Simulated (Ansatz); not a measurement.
Geometry relaxation of Ga$_{2}$As$_{2}$H (part 3 of 3)

The same run, continued: Ga$_{2}$As$_{2}$H (slab, 5 atoms in the cell); DFT PBE, scalar-relativistic, plane waves, PAW, PAW set soft_1, spin-polarised (Ansatz 0.2.0); cutoff 420 eV, 7×7×1 k-mesh, Gaussian smearing of 0.05 eV, collinear spins. The structure derives from an entry of the Crystallography Open Database. The input holds or restrains some coordinates. Forces given for the steps count only the free coordinates.

Geometry of the input (Å; fractional positions):
```
4.0630  0.0000  0.0000
0.0000  4.0630  0.0000
0.0000  0.0000  19.8905
As 0.0000  0.5000  0.2011
Ga 0.5000  0.5000  0.2733
As 0.5000  0.0000  0.3511
Ga 0.0000  0.0000  0.4218
H  0.2500  0.3750  0.3955
```

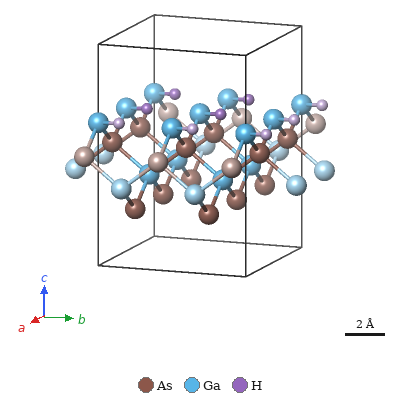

The geometry at step 5 of the log (ball-and-stick view of the 2 × 2 repeat of the cell, with the vacuum cut short, seen slightly off an axis; neighbours outside the cell are drawn fainter).

**Output, continued**
```
Entropy (-TS):   -0.003916 eV (-0.783 meV/atom)
Fermi energy:    -1.555884 eV
Dipole field:    D = 0.057514 V/Å  (p = 0.104362 e·Å, saw-weighted, corrected)
Work function:   Φ+ = 4.5909 eV   Φ− = 5.7349 eV
Levels:          The Fermi level and band energies are counted from a zero that moves with the ramp; work functions are not
--- Per-component energies (eV) ---
  E_band       = -1153.209069
  E_kinetic    = 422.381332
  E_local      = -36846.691353  (includes V_loc(G=0)·N_el)
  E_nonlocal   = -975.475512
  E_hartree    = 18770.067213
  E_xc         = -271.063173
  E_vxc        = -263.485281  (∫ρ·V_xc dr)
  E_paw        = -8005.244766  (= ΣΔE_a)
  E_vpaw       = -1030.053427  (= ΣTr[D̂ρ^β])
  E_aug_tail   = -0.001208  (compensation charges beyond the density's cutoff)
  E_efield     = 0.003001  (sawtooth field / dipole correction)
  E_vefield    = -0.018320  (∫n·V_field dr)
  E_ewald      = 9613.843707
  E_smearing   = -0.003916  (= −TS)
  E_closure    = 0.000000  (closes the sum)
  Σ components = -17292.184676   (vs F -17292.184676, Δ=0.00e0)
--- Forces (eV/Å), atoms counted from 1 ---
  atom   1  As     0.10749612    -0.10703298     0.35553768
  atom   2  Ga     0.12554807     0.21928116    -0.17202982
  atom   3  As     0.09813452    -0.64626046    -0.14435035
  atom   4  Ga     1.01553014     1.13751999    -0.03964693
  atom   5  H     -1.34670842    -0.60350792     0.00051383
  max |Σ_I F_I| component: 2.44e-5 eV/Å
--- Band table (eV; the first three rows and the last of 50) ---
  k-point 0 ↑: bands = ["-36.7876", "-36.7733", "-36.7573", "-36.7083", "-36.7038", "-36.3758", "-36.3487", "-36.3255", "-36.2403", "-36.2343", "-16.4939", "-16.4737", "-16.4552", "-16.3845", "-16.3574", "-15.7534", "-15.7236", "-15.6751", "-15.6576", "-15.6254", "-13.1017", "-11.5047", "-7.4768", "-4.6231", "-3.3622", "-2.9733", "-2.0156", "-1.5454", "-0.7022", "-0.0383", "0.7729", "0.8893", "1.5984", "2.8630", "2.9698"]
  k-point 1 ↑: bands = ["-36.7876", "-36.7733", "-36.7573", "-36.7082", "-36.7039", "-36.3756", "-36.3487", "-36.3256", "-36.2403", "-36.2343", "-16.4937", "-16.4732", "-16.4540", "-16.3848", "-16.3584", "-15.7561", "-15.7241", "-15.6749", "-15.6568", "-15.6267", "-12.9887", "-11.4768", "-7.3492", "-5.0491", "-3.4130", "-3.0556", "-2.1691", "-1.7748", "-0.9993", "-0.2275", "0.6043", "1.3384", "2.1764", "2.9321", "3.0951"]
  k-point 2 ↑: bands = ["-36.7875", "-36.7732", "-36.7574", "-36.7078", "-36.7040", "-36.3753", "-36.3488", "-36.3257", "-36.2403", "-36.2343", "-16.4938", "-16.4722", "-16.4508", "-16.3855", "-16.3604", "-15.7671", "-15.7193", "-15.6745", "-15.6553", "-15.6295", "-12.6925", "-11.4382", "-7.0122", "-5.9774", "-3.6366", "-2.9289", "-2.7388", "-1.8807", "-1.6093", "-0.5238", "0.6871", "1.4685", "2.9553", "3.4186", "3.9229"]
  k-point 24 ↓: bands = ["-36.7866", "-36.7713", "-36.7554", "-36.7054", "-36.7014", "-36.3652", "-36.3411", "-36.3171", "-36.2379", "-36.2308", "-16.5189", "-16.4716", "-16.4523", "-16.3748", "-16.3466", "-15.7414", "-15.7220", "-15.7108", "-15.6355", "-15.6299", "-12.1698", "-10.8390", "-8.0243", "-6.9078", "-4.3807", "-3.2517", "-3.0487", "-2.1295", "-0.7887", "-0.4378", "1.2876", "1.8977", "3.2784", "3.7734", "3.9108"]
--- Relaxed structure (8 steps of the walk, 8 accepted, 0 SCFs on fresh bases) ---
  F+E_penalty+E_count = -17292.18467582 eV   max|allowed force component| = 5.138e-4 eV/Å
  atoms:
    - { symbol: As, position: [0.0, 0.5, 0.20110104169999998] }
    - { symbol: Ga, position: [0.5, 0.5, 0.2733201266] }
    - { symbol: As, position: [0.5, 0.0, 0.35110196799999993] }
    - { symbol: Ga, position: [0.0, 0.0, 0.4218345051] }
    - { symbol: H, position: [0.25, 0.375, 0.45486880320663076] }
--- Löwdin populations: 5 sites ---
  site symbol       q [e]    m [muB]
     0     As     15.0052     0.0752
     1     Ga     12.9810    -0.0030
     2     As     14.9849     0.0170
     3     Ga     12.8176    -0.0023
     4      H      1.0954     0.0105
  spilling = 0.002032 (of n_electrons = 57.000000)
```

**File populations.tsv**
```
# site	symbol	l	j	q_up	q_dn
# orbitals = lowdin
# n_electrons = 57.000000
# spilling = 0.002032
0	As	0_4S	-	0.868426	0.867640
0	As	1_4P	-	1.671943	1.597491
0	As	2_3D	-	4.999844	4.999847
1	Ga	0_4S	-	0.586048	0.587520
1	Ga	1_4P	-	0.906851	0.908515
1	Ga	2_3D	-	4.996132	4.995981
2	As	0_4S	-	0.771526	0.770557
2	As	1_4P	-	1.729700	1.713661
2	As	2_3D	-	4.999712	4.999713
3	Ga	0_4S	-	0.653818	0.656181
3	Ga	1_4P	-	0.756648	0.756676
3	Ga	2_3D	-	4.997189	4.997131
4	H	0_1S	-	0.552979	0.542470
```

**Trajectory as extended XYZ (Å, eV, eV/Å), 8 frames, from step=1 to step=8**
```
5
Lattice="4.0630 0.0000 0.0000 0.0000 4.0630 0.0000 0.0000 0.0000 19.8905" Properties=species:S:1:pos:R:3:forces:R:3 step=1 energy=-17291.61602
As    0.0000    2.0315    4.0000    0.0742   0.0221   0.5956
Ga    2.0315    2.0315    5.4365    0.0898  -0.1404  -0.9589
As    2.0315    0.0000    6.9836    0.1569   0.3478  -0.3426
Ga    0.0000    0.0000    8.3905    0.1025   0.0690   0.2249
H     1.0157    1.5236    7.8676   -0.4233  -0.2985   0.4809
5
Lattice="4.0630 0.0000 0.0000 0.0000 4.0630 0.0000 0.0000 0.0000 19.8905" Properties=species:S:1:pos:R:3:forces:R:3 step=2 energy=-17291.72177
As    0.0000    2.0315    4.0000    0.0784   0.0049   0.5727
Ga    2.0315    2.0315    5.4365    0.1135  -0.0979  -0.7419
As    2.0315    0.0000    6.9836    0.2130   0.0584  -0.3681
Ga    0.0000    0.0000    8.3905    0.2090   0.2015  -0.0485
H     1.0157    1.5236    8.0626   -0.6138  -0.1669   0.5858
5
Lattice="4.0630 0.0000 0.0000 0.0000 4.0630 0.0000 0.0000 0.0000 19.8905" Properties=species:S:1:pos:R:3:forces:R:3 step=3 energy=-17291.84808
As    0.0000    2.0315    4.0000    0.0897  -0.0239   0.4872
Ga    2.0315    2.0315    5.4365    0.1252  -0.0167  -0.4976
As    2.0315    0.0000    6.9836    0.2540  -0.2095  -0.4067
Ga    0.0000    0.0000    8.3905    0.3536   0.3606  -0.2492
H     1.0157    1.5236    8.2626   -0.8224  -0.1105   0.6662
5
Lattice="4.0630 0.0000 0.0000 0.0000 4.0630 0.0000 0.0000 0.0000 19.8905" Properties=species:S:1:pos:R:3:forces:R:3 step=4 energy=-17291.97407
As    0.0000    2.0315    4.0000    0.1016  -0.0480   0.4584
Ga    2.0315    2.0315    5.4365    0.1229   0.0550  -0.3627
As    2.0315    0.0000    6.9836    0.2579  -0.3886  -0.3736
Ga    0.0000    0.0000    8.3905    0.5140   0.5379  -0.3311
H     1.0157    1.5236    8.4576   -0.9964  -0.1564   0.6092
5
Lattice="4.0630 0.0000 0.0000 0.0000 4.0630 0.0000 0.0000 0.0000 19.8905" Properties=species:S:1:pos:R:3:forces:R:3 step=5 energy=-17292.08103
As    0.0000    2.0315    4.0000    0.1116  -0.0761   0.4192
Ga    2.0315    2.0315    5.4365    0.1202   0.1365  -0.2792
As    2.0315    0.0000    6.9836    0.2277  -0.5369  -0.2875
Ga    0.0000    0.0000    8.3905    0.6936   0.7513  -0.3296
H     1.0157    1.5236    8.6526   -1.1530  -0.2749   0.4773
5
Lattice="4.0630 0.0000 0.0000 0.0000 4.0630 0.0000 0.0000 0.0000 19.8905" Properties=species:S:1:pos:R:3:forces:R:3 step=6 energy=-17292.15607
As    0.0000    2.0315    4.0000    0.1164  -0.1027   0.3880
Ga    2.0315    2.0315    5.4365    0.1211   0.1987  -0.2190
As    2.0315    0.0000    6.9836    0.1666  -0.6353  -0.2104
Ga    0.0000    0.0000    8.3905    0.8729   0.9767  -0.2372
H     1.0157    1.5236    8.8476   -1.2769  -0.4374   0.2788
5
Lattice="4.0630 0.0000 0.0000 0.0000 4.0630 0.0000 0.0000 0.0000 19.8905" Properties=species:S:1:pos:R:3:forces:R:3 step=7 energy=-17292.18468
As    0.0000    2.0315    4.0000    0.1075  -0.1070   0.3555
Ga    2.0315    2.0315    5.4365    0.1255   0.2193  -0.1720
As    2.0315    0.0000    6.9836    0.0982  -0.6462  -0.1444
Ga    0.0000    0.0000    8.3905    1.0155   1.1375  -0.0396
H     1.0157    1.5236    9.0476   -1.3467  -0.6035   0.0005
5
Lattice="4.0630 0.0000 0.0000 0.0000 4.0630 0.0000 0.0000 0.0000 19.8905" Properties=species:S:1:pos:R:3:forces:R:3 step=8 energy=-17292.18468
As    0.0000    2.0315    4.0000    0.1075  -0.1070   0.3555
Ga    2.0315    2.0315    5.4365    0.1255   0.2193  -0.1720
As    2.0315    0.0000    6.9836    0.0981  -0.6463  -0.1444
Ga    0.0000    0.0000    8.3905    1.0155   1.1375  -0.0396
H     1.0157    1.5236    9.0476   -1.3467  -0.6035   0.0005
```

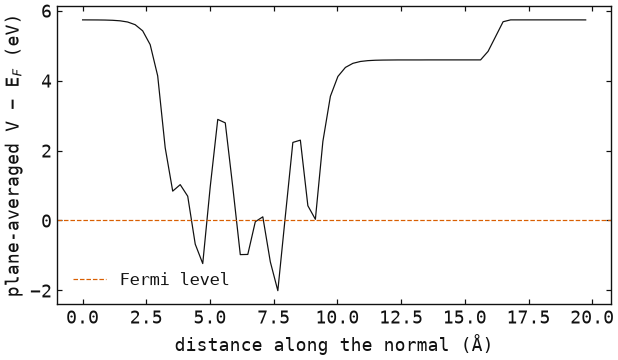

Plane average of the electrostatic potential energy of an electron across the cell, from the Fermi level. The vacuum level lies 4.59 eV above the Fermi level on the upper side and 5.73 eV on the lower.

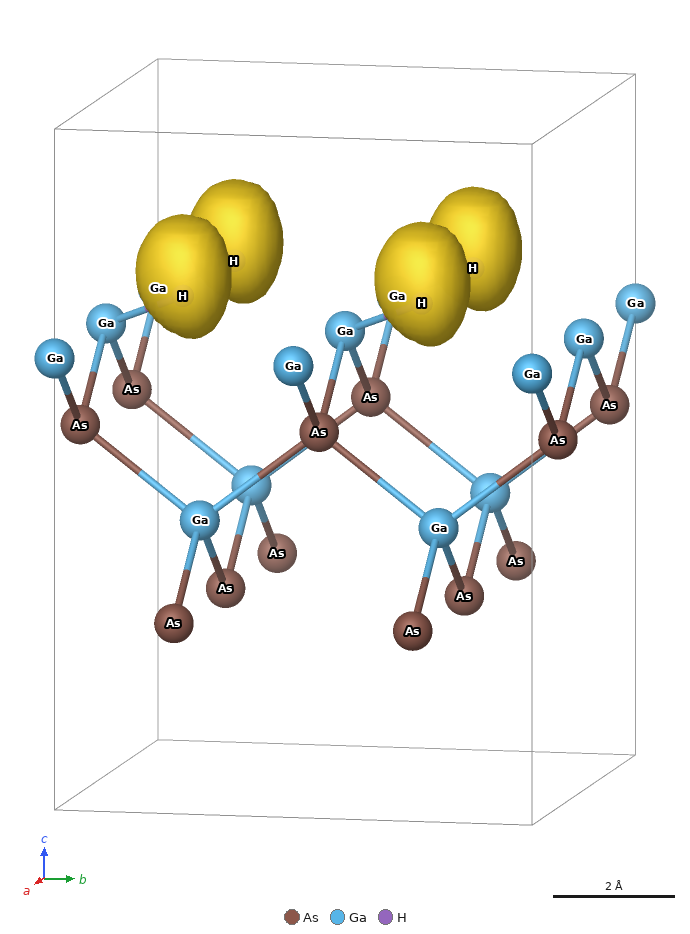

Isosurface of the electron localisation function at 0.9 (yellow), seen slightly off an axis. Core shells and regions of very low density are left out. Sticks mark near contacts. The ELF exceeds this value in one region around a hydrogen nucleus, counted in one cell of 5 atoms. Along the contacts the grid gives the following. Ga–As (2.47 Å): the ELF peaks at about 0.75 between the atoms, which marks a shared electron pair. The fields are those of the smooth PAW valence density.

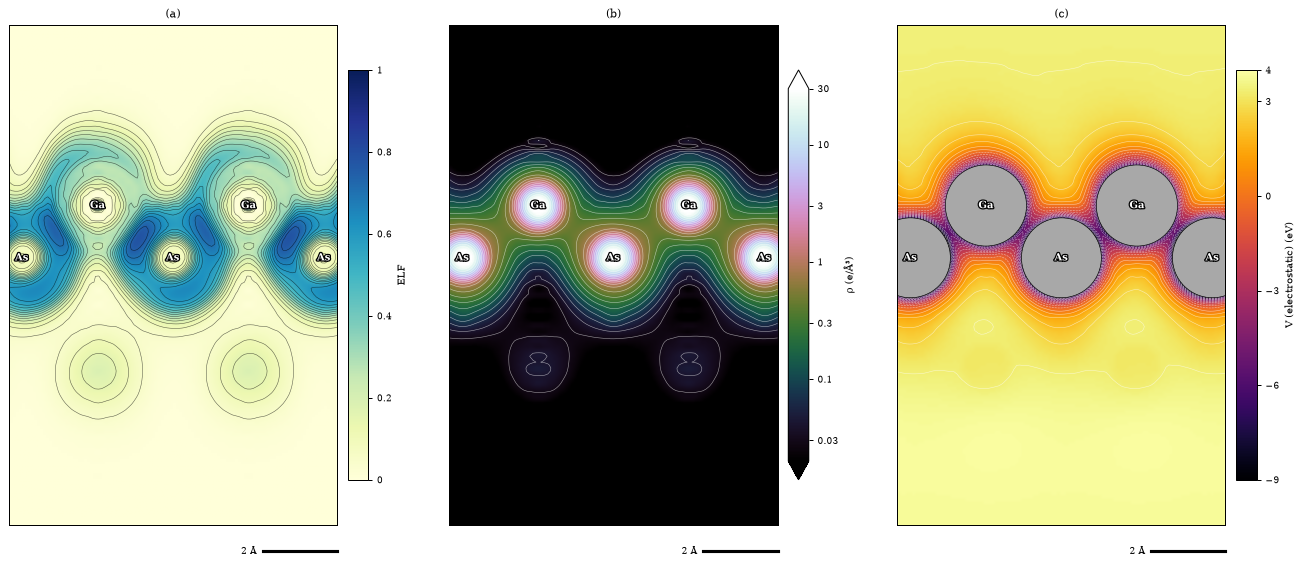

(a) electron localisation function; (b) valence electron density; (c) electrostatic potential (local pseudopotential plus Hartree) felt by an electron on the (010) plane of the calculation cell, a cut from vacuum to vacuum. Grey discs, where drawn, cover atomic cores. The section cuts through As and Ga sites. Ga–As (2.47 Å): ρ at the midpoint is about 0.47 e/Å³; the ELF peaks at about 0.80 between the atoms, as expected for localised, shared-pair bonding. The density dies away to nearly zero in the vacuum.
